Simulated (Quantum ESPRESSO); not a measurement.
## A series of single points on CHN

System: CHN (3 atoms in the cell).
Method: Kohn-Sham DFT of a periodic cell, PBE, SSSP 1.3 efficiency PBE, no spin polarisation (Quantum ESPRESSO 7.5).

The 7 runs differ only in the geometry, by an even scaling of the cell at fixed fractional positions. The structure derives from a Materials Project entry.

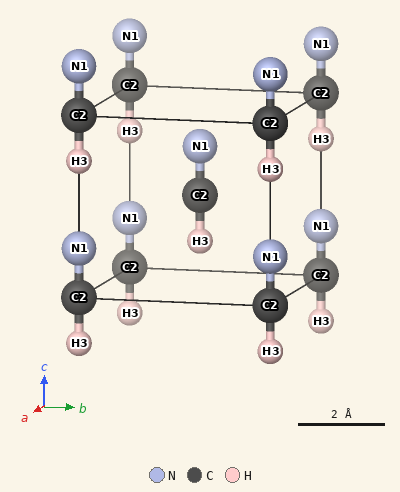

Figure 1. The structure of run 4 (ball-and-stick view of the cell 2 times as large as that of the calculation, set on its symmetry axes, seen slightly off an axis; atoms are numbered from 1 in the order of the input).

**The input of run 4**
```
&CONTROL
  calculation = 'scf'
  prefix = 'pwscf'
  outdir = './tmp'
  pseudo_dir = './pseudo'
  tprnfor = .true.
  tstress = .true.
  disk_io = 'low'
/
&SYSTEM
  ibrav = 0
  nat = 3
  ntyp = 3
  ecutwfc = 60
  ecutrho = 480
  nbnd = 10
  occupations = 'smearing'
  smearing = 'fd'
  degauss = 0.00367493
/
&ELECTRONS
  conv_thr = 6d-10
  electron_maxstep = 120
  mixing_beta = 0.5
/
ATOMIC_SPECIES
N     14.0070 N.pbe-n-radius_5.UPF
C     12.0110 C.pbe-n-kjpaw_psl.1.0.0.UPF
H      1.0080 H.pbe-rrkjus_psl.1.0.0.UPF
CELL_PARAMETERS angstrom
  -2.3160580000    2.3160580000    2.1599010000
   2.3160580000   -2.3160580000    2.1599010000
   2.3160580000    2.3160580000   -2.1599010000
ATOMIC_POSITIONS crystal
N      0.2719290000    0.2719290000    0.0000000000
C      0.0036740000    0.0036740000    0.0000000000
H      0.7520970000    0.7520970000    0.0000000000
K_POINTS automatic
8 8 8 0 0 0
```

**File pp_density.in of run 4**
```
&INPUTPP
  prefix = 'pwscf'
  outdir = './tmp'
  filplot = 'density.dat'
  plot_num = 0
/
&PLOT
  nfile = 1
  filepp(1) = 'density.dat'
  iflag = 3
  output_format = 6
  fileout = 'density.cube'
/
```

**File pp_potential.in of run 4**
```
&INPUTPP
  prefix = 'pwscf'
  outdir = './tmp'
  filplot = 'potential.dat'
  plot_num = 11
/
&PLOT
  nfile = 1
  filepp(1) = 'potential.dat'
  iflag = 3
  output_format = 6
  fileout = 'potential.cube'
/
```

Command:
```bash
OMP_NUM_THREADS=1 pw.x -in pw.in > pw.out
OMP_NUM_THREADS=1 pp.x -in pp_density.in > pp_density.out
OMP_NUM_THREADS=1 pp.x -in pp_potential.in > pp_potential.out
```

Run 3 has the same physical settings and fractional positions; its lattice vectors (Å) are:
```
  -2.300514    2.300514    2.145405
   2.300514   -2.300514    2.145405
   2.300514    2.300514   -2.145405
```

**Results, with one run withheld**

```tsv
run	volume per atom (Å³)	free energy per atom, from the lowest run given (meV)	pressure (GPa)	gap on the mesh (eV)
1	14.521	16.64	5.69	7.01
2	14.830	7.43	3.63	6.93
3	15.139	?	?	?
4	15.448	0.00	0.06	6.78
5	15.757	1.15	−1.49	6.71
6	16.066	5.16	−2.91	6.64
7	16.375	11.79	−4.21	6.57
```

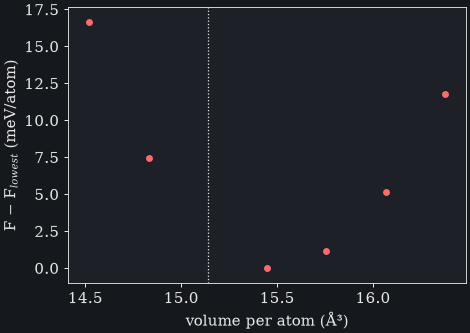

Figure 2. Free energy per atom of the runs given; the dotted line marks run 3.

What should run 3 give?

A cubic polynomial in V^(−2/3) (the Birch–Murnaghan form), fitted to the 6 runs given, misses them by under 0.01 meV per atom. With x = V^(−2/3) − 0.16102 Å⁻², it reads F = −0.020166 + 39.278 x + 3.3836e+05 x² − 4.3147e+05 x³ (meV per atom). At run 3 it gives 1.99 meV per atom, and the run itself gives 1.99. The slope of the fit gives a pressure −dF/dV of 1.90 GPa there, and the run prints 1.77 GPa. The two needn't agree exactly: the fit is approximate, and the printed stress is taken on a finite basis. The fit has its minimum at 15.485 Å³ per atom, where V d²F/dV² gives 80.6 GPa. Cell shape and fractional positions are held, so this is the stiffness under even scaling; the relaxed bulk modulus wasn't computed and can be far lower in a crystal of layers, chains or molecules like this one. The gap on the mesh goes, without turning, from 7.01 eV in run 1 to 6.57 eV in run 7; run 3 has 6.86 eV. These are gaps of this functional on this mesh, which can miss the band edges; they aren't the measured gap.

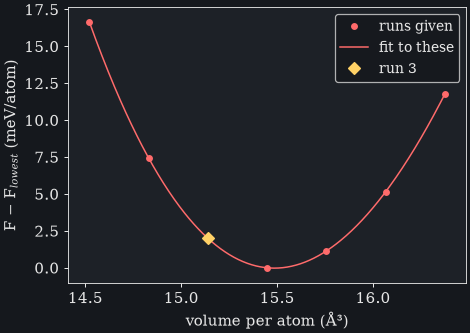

Figure 3. The fit and the withheld run.

**Some lines of the output (run 3)**
```
[...]
     total energy              =     -39.68058130 Ry
     total energy              =     -39.71146778 Ry
     total energy              =     -39.72810631 Ry
     total energy              =     -39.73244265 Ry
     total energy              =     -39.73268922 Ry
     total energy              =     -39.73270333 Ry
     total energy              =     -39.73270765 Ry
     total energy              =     -39.73270788 Ry
     total energy              =     -39.73270789 Ry
     the Fermi energy is     0.5423 ev
!    total energy              =     -39.73270789 Ry
     The total energy is F=E-TS. E is the sum of the following terms:
     Computing stress (Cartesian axis) and pressure
          total   stress  (Ry/bohr**3)                   (kbar)     P=       17.66
```
